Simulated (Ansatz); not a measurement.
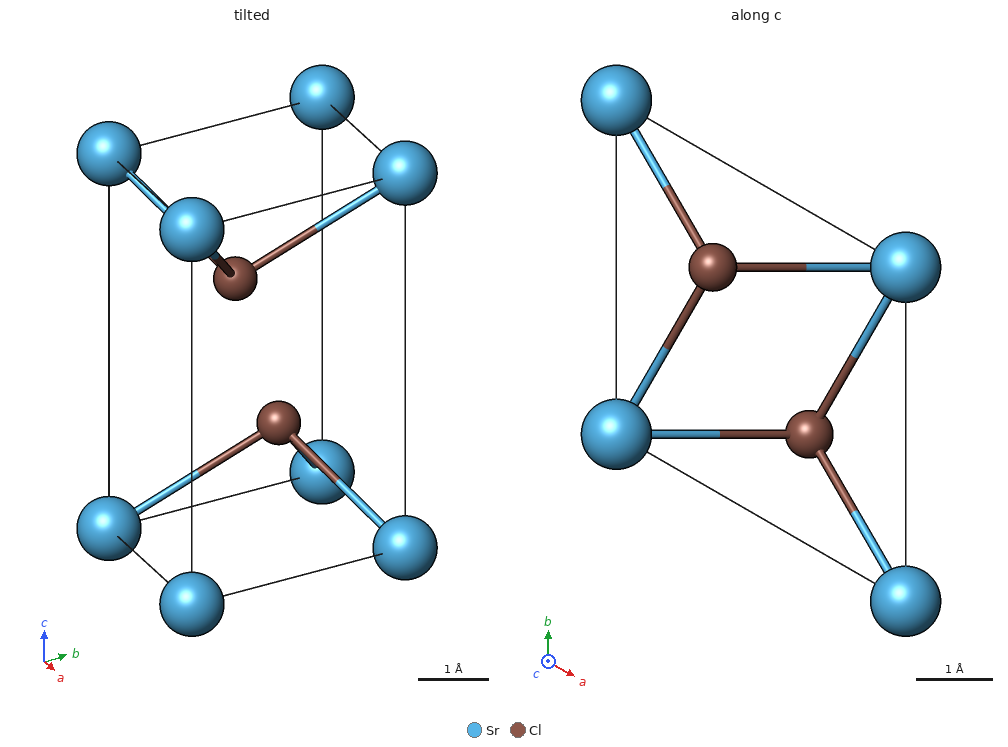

The figure gives a ball-and-stick picture of the atoms, viewed slightly off an axis and along the c axis. The outline marks the conventional unit cell.

SrCl2, cadmium iodide (CdI₂, 1T) type, space group P-3m1 (No. 164), a = 4.407 Å, b = 4.407 Å, c = 5.596 Å, α = 90.00°, β = 90.00°, γ = 120.00°. Origin of the cell: a structure type filled with these elements by a generator (whether the compound takes this form wasn't checked). Earlier steps of the study, as a rule a relaxation of our own, may have changed the cell and positions, so they can lie some per cent off the listed ones. It was the input of a calculation with Ansatz.

This one geometry was computed with Ansatz (DFT, plane waves, PAW) at six levels of theory: PBE with spin-orbit coupling, LDA, dielectric-dependent PBE0 (fraction 1/eps_inf of PBE), HSE06, PBE and r2SCAN0.

### Which level gives the highest pressure at this volume, and what does that say about its equilibrium volume?

Highest: PBE with spin-orbit coupling (1.2 GPa), HSE06 (0.8 GPa) and PBE (1.2 GPa), which points to the largest equilibrium volume. Lowest, with the smallest volume: LDA (-2.0 GPa). Levels within 0.5 GPa of each other can't be told apart.

### How does the band gap change with the level of theory?

LDA: a gap of 4.71 eV, direct; PBE with spin-orbit coupling: a gap of 5.16 eV, direct; PBE: a gap of 5.16 eV, direct; HSE06: a gap of 6.45 eV, direct; r2SCAN0: a gap of 7.51 eV, direct; dielectric-dependent PBE0 (fraction 1/eps_inf of PBE): a gap of 8.22 eV, direct.

### Collect the results in a table.

| level | cutoff (eV) | k-mesh of the run's cell | gap (eV) | pressure (GPa) |
| --- | --- | --- | --- | --- |
| PBE with spin-orbit coupling | 420 | 6×6×6 | 5.16 | 1.2 |
| LDA | 420 | 6×6×6 | 4.71 | -2.0 |
| dielectric-dependent PBE0 (fraction 1/eps_inf of PBE) | 420 | 6×6×4 | 8.22 | 0.5 |
| HSE06 | 420 | 6×6×4 | 6.45 | 0.8 |
| PBE | 420 | 6×6×6 | 5.16 | 1.2 |
| r2SCAN0 | 500 | 6×6×4 | 7.51 | 0.4 |

Gaps are taken on the k-mesh or band path of each run.
